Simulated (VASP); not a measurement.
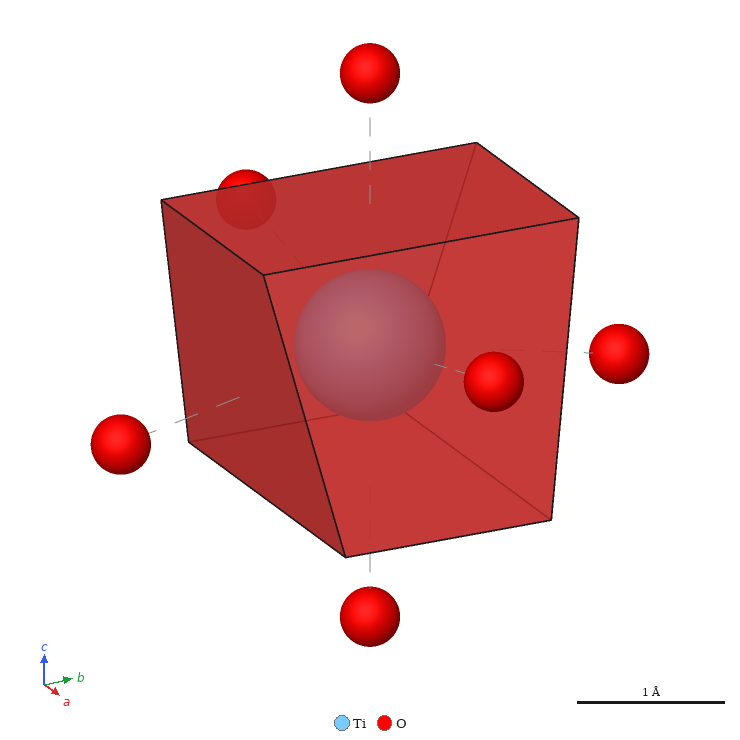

The polyhedron is the computed Voronoi (Dirichlet) cell of the central atom: each face lies in the plane that bisects the line to a neighbour. Central atom: Ti (4a) in TiO₂; faces take the colour of the neighbour behind them. Origin: the geometry relaxed with VASP Kohn-Sham DFT of a periodic cell, PBE with D3, VASP PAW PBE potentials, recommended in VASP 6.6.1.

TiO2, space group I4_1/amd:1 (No. 141), a = 3.800 Å, b = 3.800 Å, c = 9.566 Å, α = 90.00°, β = 90.00°, γ = 90.00°

```
site  Wyckoff       x       y       z
  Ti       4a  0.0000  0.5000  0.2500
   O       8e  0.5000  0.5000  0.2916
```

**What is the volume of this Voronoi cell?**

7.7 Å³, against a mean of 11.5 Å³ per atom in this structure.

**Tabulate the neighbours by distance and solid angle.**

| neighbour | faces | distance (Å) | solid angle (% of sphere) |
| --- | --- | --- | --- |
| O | 4 | 1.94 | 68.5 |
| O | 2 | 1.99 | 31.5 |
